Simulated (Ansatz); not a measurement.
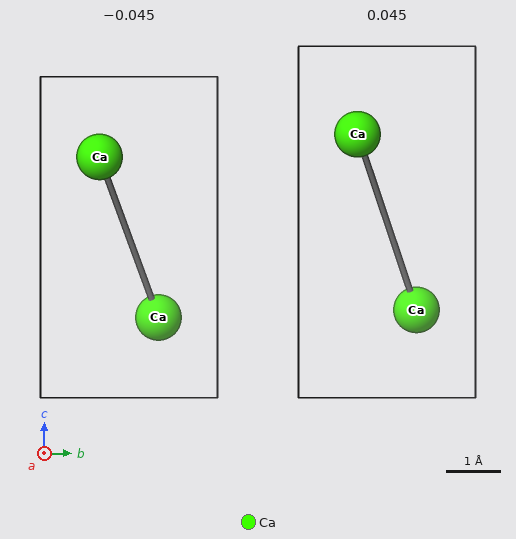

A crystal of Ca (set up in P6_3/mmc), under strain along c alone (the other axes held, atoms fixed by symmetry), with energies (extrapolated to zero smearing) counted from the relaxed crystal, which is the row at zero. The picture shows the first and the last member. The picture is a ball-and-stick view of the cell of the calculation, seen along the a axis.

Computed with Ansatz 0.2.0: DFT PBEsol, scalar-relativistic, plane waves, PAW. Set-up: plane-wave cutoff 420 eV; k-point mesh 12 × 12 × 8; occupations gaussian; smearing width 0.1 eV; no spin polarisation.

```csv
strain,energy (meV/atom),a (Å),c (Å)
−0.045,12.29,3.852,6.056
−0.03,?,?,?
−0.015,1.21,3.852,6.246
0.0,0.00,3.852,6.341
0.015,1.42,3.852,6.436
0.03,5.01,3.852,6.531
0.045,10.48,3.852,6.626
```

### One row is withheld. What does the calculation give there?

A parabola through three neighbouring rows (−0.045, −0.015, 0.0) gives, with Lagrange weights, (0.3333)(12.29) + (1.0000)(1.21) + (−0.3333)(0.00) = 5.31 meV/atom. The calculation gives 5.37 meV/atom (a = 3.852 Å, c = 6.151 Å). The estimate is 0.06 meV/atom too low. From the first member to the last: Ca–Ca 3.757 → 3.990 Å.

The whole series:

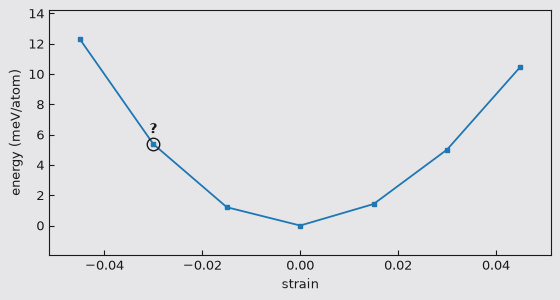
